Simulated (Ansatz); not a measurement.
Band-structure calculation, with input and output: HfC

The run: band-structure calculation of HfC (2 atoms in the cell). Method and program: DFT PBE, spin-orbit coupling, plane waves, PAW (Ansatz 0.2.0).

Figures and captions count atoms from 1; the log counts them from 0 in places.

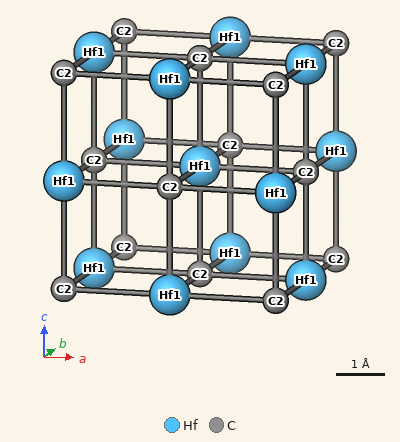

*The structure (ball-and-stick view of the cell 4 times as large as that of the calculation, set on its symmetry axes, seen slightly off an axis; atoms are numbered from 1 in the order of the input). An atom can appear more than once, as a periodic image.*

Near neighbours in the periodic cell (some may lie outside the picture): Hf has 6 C at 2.32 Å; C has 6 Hf at 2.32 Å.

Summary:

```json
{"quantity": "outcome", "value": "converged"}
{"quantity": "space group (tolerance 0.01 Å)", "value": "Fm-3m (225)"}
{"quantity": "electrons treated", "value": "30"}
{"quantity": "free energy", "value": "−15992.7778 eV"}
{"quantity": "Fermi energy", "value": "20.269 eV"}
{"quantity": "gap on the k-point mesh", "value": "none (metallic)"}
{"quantity": "net moment of the cell", "value": "0.00 μB"}
{"quantity": "integrated absolute moment", "value": "0.00 μB"}
{"quantity": "pressure", "value": "0.00 GPa"}
{"quantity": "largest force (length of the vector)", "value": "under 0.001 eV/Å"}
{"quantity": "hardware", "value": "4 threads of Arm Neoverse V2, 24 GiB of memory available, shared host"}
{"quantity": "wall time", "value": "23 s (CPU time 89 s)"}
{"quantity": "peak memory", "value": "0.62 GiB"}
```

Input file:
```yaml
crystal:
  lattice:
    - [0.0, 2.3237547691, 2.3237547691]
    - [2.3237547691, 0.0, 2.3237547691]
    - [2.3237547691, 2.3237547691, 0.0]
  atoms:
    - { symbol: Hf, position: [0.5, 0.5, 0.5] }
    - { symbol: C, position: [0.0, 0.0, 0.0] }
basis:
  ecutwfc: 420
  ecutrho_ratio: 4
kpoints:
  mp_grid: { grid: [12, 12, 12] }
  band_path:
    path:
      - [[0.0, 0.0, 0.0], [0.5, 0.0, 0.5], [0.625, 0.25, 0.625]]
      - [[0.375, 0.375, 0.75], [0.0, 0.0, 0.0], [0.5, 0.5, 0.5], [0.5, 0.25, 0.75], [0.5, 0.0, 0.5]]
    npoints: 10
hamiltonian:
  xc: pbe
scf:
  occupations: { method: gaussian, width: 0.05 }
  n_extra_bands: 22
output:
  forces: true
  stress: true
  eigenvalues: true
  populations: true
  dos: { projected: true, de: 0.02, nscf_kmesh: { grid: [18, 18, 18] } }
  bader: false
  write_density: true
  write_potential: true
  elf: true
  volumetric_format: npy
magnetization:
  noncollinear: true
  spin_orbit: true
checkpoint:
  read: start.run
  write: ck
  compress: false
  write_wavefunctions: false
  write_every: 100000
```

Command:
```bash
ansatz run input.yaml --threads 4 --pin off --max-ram 7168MiB --backend cpu --events-out ev --progress --plain --runs-dir out
```

Log:
```
scf.n_extra_bands = 22 over 30 filled bands (N_el = 30.0): the run solves 52 bands
Engine: ansatz 0.2.0, aarch64-unknown-linux-gnu
Pseudopotentials: kind: paw_fr
Pseudopotential: Hf, paw_fr, valence charge 26, recommended cutoff 420 eV (normal), Hf.paw.azcp#standard-fr
Pseudopotential: C, paw_fr, valence charge 4, recommended cutoff 420 eV (normal), C.paw.azcp#standard-fr
Functional definition: PBE
  parameter kappa = 0.804
  parameter beta = 0.06672455060314922
  exchange = pbe_x(kappa = kappa, mu = beta*pi^2/3)
  correlation = pbe_c(beta = beta)
non-collinear run that drives no moment, with spin-orbit: no starting moment large enough to seed its density (crystal.atoms[].spin), no starting occupations that ask for one, no magnetisation constraint and no magnetic field, so the semilocal B_xc is pinned to zero
Crystal: 2 atoms, lattice volume = 25.096 Å³
Basis set: ecut = 420 eV, 531 PW (Γ), exchange–correlation on 48×48×48 points (8 copies of the dense FFT grid, shifted against one another)
Bands: 52, of which v1, the nominal top of the filled ones, is band 30 counted from 1 (29 counted from 0)
Symmetry: 48 space group operations + 48 with time reversal
Magnetic group: BNS 225.117 (UNI 1619), of the structure as read, at distance tolerance 2.9e-5 Å
k-points: 72 of 1728
Projection manifold: j_resolved (fully-relativistic pseudo-atomic orbitals)
Non-local potential: Hf, projectors of the file, l = 0: 3, l = 1: 4, l = 2: 4, l = 3: 6
Non-local potential: C, projectors of the file, l = 0: 2, l = 1: 4, l = 2: 2
PAW form: soft (Blöchl's): semilocal exchange-correlation on the pseudo side does not see the compensation charge
PAW one-centre angular grid: Hf, 590 points (default); XC on 64 Gauss nodes
PAW one-centre angular grid: C, 110 points (default); XC on 64 Gauss nodes
Initial density: read from a saved state, or passed on in memory by an earlier SCF of this step, an earlier step, the calling program or the single point that the run made first
Stability of the state it starts from, as read at its close in the noncollinear treatment: not read negative (Ritz values of 1 − χ₀K, real part plus size of imaginary part, from 0.94 to 1.6, by its mixing steps under the symmetry group of the SCF that read it)
Initial wavefunctions: pseudopotential atomic-orbital guess
Functional: x = pbe(κ = 0.804, μ = 0.2195149727645171), c = pbe(β = 0.06672455060314922)
iter 1 solved again at ethr=3.06e-8 eV; its pass at ethr=3.10e-3 eV (dr2=9.17e-6 eV) is discarded
SCF iter   1: F=—  HF=-15992.777849 eV  |F-HF|=—  |Δ(HF+E_count)|=         —  Δρ=1.63e-5  dr2=1.98e-8  dr2_m=0.00e0 (ungated)  ethr=3.06e-8  |M|=0.00e0 ∫|m|=0.00e0 μB  |m|>n=0.0e0 m-floor=0.0e0 τ_xc=0.0e0  β_m=0.30  ⟨swp⟩=4.0  Hψ=15807  notcnv=0
preconditioner: auto → none  [insulator: Δε(μ)=0.096 eV  Ē_g=24.934 eV  σ=0.050 eV  W_gap=0.59  n_scr=14 (ndim 8)  ℏωp=39.2 eV  f_vac=0.000  D(μ)=0.49/eV (n_scr^D=0)  ε∞_Penn≈3.5]
SCF iter   2: F=-15992.777849 eV  HF=-15992.777848 eV  |F-HF|=7.55e-9  |Δ(HF+E_count)|=   9.98e-8  Δρ=1.12e-5  dr2=8.36e-9  dr2_m=0.00e0 (ungated)  ethr=6.60e-11  |M|=0.00e0 ∫|m|=0.00e0 μB  |m|>n=0.0e0 m-floor=0.0e0 τ_xc=0.0e0  ⟨swp⟩=11.5  Hψ=11343  notcnv=0
SCF 1 converged in 2 iterations: F = -15992.777849 eV  dr2 = 8.36e-9
  greatest PAW one-centre occupation: 0.998 electrons in one spin orbital (limit 2), on the Hf atom at site 0 (counted from 0), in its partial waves of l = 0
NSCF: frozen V_eff on 62 k-points
NSCF: frozen V_eff on 195 k-points
SCF converged after 2 iterations
Magnetization: |M| = 0.0000 μB,  M = (+0.0000, +0.0000, +0.0000) μB
Absolute magnetization: 0.0000 μB (∫|m|)
  site 0: m = (+0.0000, +0.0000, +0.0000) μB, |m| = 0.0000 μB  (R = 0.96 Å)
  site 1: m = (+0.0000, +0.0000, +0.0000) μB, |m| = 0.0000 μB  (R = 0.96 Å)
Free energy (F): -15992.777849 eV
Harris-Foulkes:  -15992.777848 eV  (|F-HF|=7.55e-9)
Internal energy: -15992.777239 eV  (E = F + TS)
E sigma→0 (E₀):  -15992.777544 eV
Entropy (-TS):   -0.000610 eV (-0.305 meV/atom)
Fermi energy:    20.268590 eV
--- Per-component energies (eV) ---
  E_band       = 112.753465
  E_kinetic    = 511.700162
  E_local      = -4981.823070  (includes V_loc(G=0)·N_el)
  E_nonlocal   = -1218.391195
  E_hartree    = 2355.761336
  E_xc         = -348.649033
  E_vxc        = -326.953187  (∫ρ·V_xc dr)
  E_paw        = -7045.114452  (= ΣΔE_a)
  E_vpaw       = 1416.703164  (= ΣTr[D̂ρ^β])
  E_aug_tail   = 0.000006  (compensation charges beyond the density's cutoff)
  E_ewald      = -5266.260991
  E_smearing   = -0.000610  (= −TS)
  E_closure    = -0.000000  (closes the sum)
  Σ components = -15992.777849   (vs F -15992.777849, Δ=0.00e0)
--- Forces (eV/Å), atoms counted from 1 ---
  atom   1  Hf     0.00000000    -0.00000000     0.00000000
  atom   2  C     -0.00000000     0.00000000    -0.00000000
  max |Σ_I F_I| component: 2.83e-29 eV/Å
--- Stress (GPa, compression-positive) ---
        0.000215      -0.000000       0.000000
        0.000000       0.000215      -0.000000
       -0.000000       0.000000       0.000215
  P = ⅓ Tr σ = 0.0002 GPa (0.002 kbar)
--- Band table (eV; the first three rows and the last of 72) ---
  k-point 0: bands = ["-40.8393", "-40.8393", "-15.0401", "-15.0401", "-7.2092", "-7.2092", "-7.2092", "-7.2092", "7.8276", "7.8276", "8.2795", "8.2795", "8.2795", "8.2795", "8.2889", "8.2889", "9.9764", "9.9764", "10.0179", "10.0179", "10.0401", "10.0401", "10.0401", "10.0401", "21.0782", "21.0782", "21.2614", "21.2614", "21.2614", "21.2614", "21.4233", "21.4233", "21.4233", "21.4233", "21.7184", "21.7184", "23.5775", "23.5775", "23.5775", "23.5775", "26.9601", "26.9601", "31.1449", "31.1449", "44.1783", "44.1783", "44.3516", "44.3516", "44.3516", "44.3516", "44.8283", "44.8283"]
  k-point 1: bands = ["-40.8366", "-40.8366", "-15.0508", "-15.0508", "-7.2531", "-7.2531", "-7.2148", "-7.2148", "7.9932", "7.9932", "8.2804", "8.2804", "8.2875", "8.2875", "8.2888", "8.2888", "9.9803", "9.9803", "10.0183", "10.0183", "10.0392", "10.0392", "10.0398", "10.0398", "20.0823", "20.0823", "20.3957", "20.3957", "20.4196", "20.4196", "21.8364", "21.8364", "21.8410", "21.8410", "22.2648", "22.2648", "24.3826", "24.3826", "24.3896", "24.3896", "27.3493", "27.3493", "31.6266", "31.6266", "41.8508", "41.8508", "43.3639", "43.3639", "43.4304", "43.4304", "45.7467", "45.7467"]
  k-point 2: bands = ["-40.8291", "-40.8291", "-15.0802", "-15.0802", "-7.3701", "-7.3701", "-7.2300", "-7.2300", "8.2426", "8.2426", "8.2831", "8.2831", "8.2885", "8.2885", "8.5301", "8.5301", "9.9934", "9.9934", "10.0194", "10.0194", "10.0371", "10.0371", "10.0412", "10.0412", "18.6247", "18.6247", "19.3089", "19.3089", "19.3587", "19.3587", "22.3600", "22.3600", "22.3921", "22.3921", "22.7626", "22.7626", "25.9423", "25.9423", "25.9651", "25.9651", "28.2559", "28.2559", "32.8702", "32.8702", "39.3182", "39.3182", "40.9648", "40.9648", "41.3274", "41.3274", "46.1987", "46.1987"]
  k-point 71: bands = ["-40.7846", "-40.7846", "-15.2472", "-15.2472", "-7.7312", "-7.7312", "-7.5899", "-7.5899", "8.2752", "8.2752", "8.2846", "8.2846", "8.2966", "8.2966", "9.9031", "9.9031", "10.0176", "10.0176", "10.0290", "10.0290", "10.0396", "10.0396", "10.6102", "10.6102", "17.1368", "17.1368", "17.1716", "17.1716", "17.6928", "17.6928", "23.7957", "23.7957", "23.8604", "23.8604", "26.8718", "26.8718", "27.2576", "27.2576", "28.4919", "28.4919", "33.3519", "33.3519", "34.1700", "34.1700", "34.5607", "34.5607", "36.7222", "36.7222", "40.9415", "40.9415", "41.0334", "41.0334"]
--- Löwdin populations: 2 sites ---
  site symbol       q [e]
     0     Hf     25.2371
     1      C      4.7219
  spilling = 0.001364 (of n_electrons = 30.000000)
```

File populations.tsv:
```
# site	symbol	l	j	q
# orbitals = lowdin
# n_electrons = 30.000000
# spilling = 0.001364
0	Hf	0_5S	0.5	1.950441
0	Hf	0_6S	0.5	0.462328
0	Hf	1_5P	0.5	1.996530
0	Hf	1_5P	1.5	3.987360
0	Hf	2_5D	1.5	1.179627
0	Hf	2_5D	2.5	1.671700
0	Hf	3_4F	2.5	5.995420
0	Hf	3_4F	3.5	7.993737
1	C	0_2S	0.5	1.283041
1	C	1_2P	0.5	1.168138
1	C	1_2P	1.5	2.270756
```

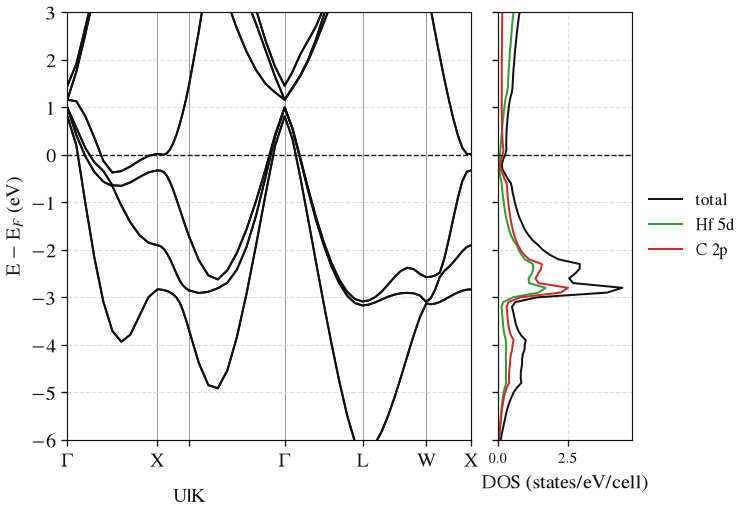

*Band structure along Γ–X–U|K–Γ–L–W–X and density of states (projected on Löwdin-orthogonalised atomic shells), with energies from the Fermi level.*

Bands cross the Fermi level: a metal at this level of theory.

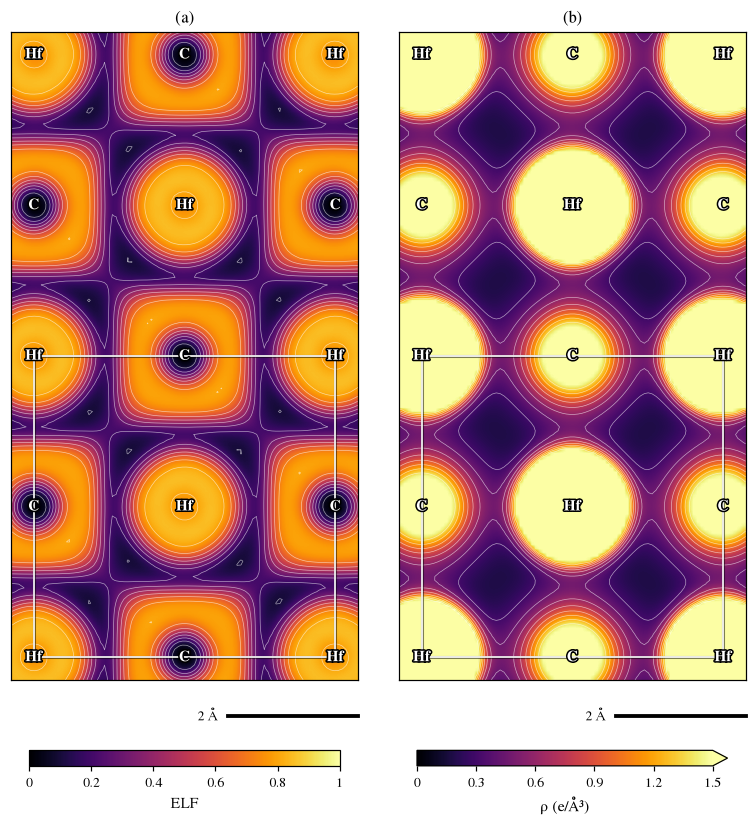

*(a) electron localisation function; (b) valence electron density on the (001) plane of the conventional cell.*

The section cuts through Hf and C sites. Hf–C (2.32 Å): ρ is about 0.5 e/Å³ halfway; the ELF is about 0.25 at the midpoint (a polar contact without a shared pair, in a metal). Away from the nuclei the density in this plane falls to 0.18 e/Å³ at its lowest. The strong features right at Hf lie inside the PAW spheres (semicore, d or f shells) and say nothing about bonding. The fields are those of the smooth PAW valence density.

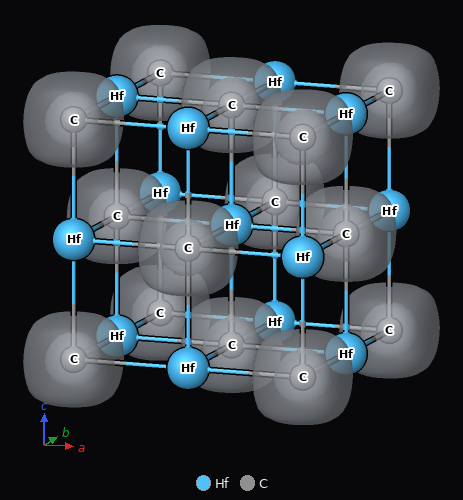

*Isosurface of the ELF at 0.7 (grey), seen slightly off an axis. Core shells and regions of very low density are left out. Sticks mark near contacts. The outline is the cell set on symmetry axes.*

Profiles from the grid: Hf–C (2.32 Å): the ELF is about 0.25 at the midpoint; no shared pair; the contact is polar.
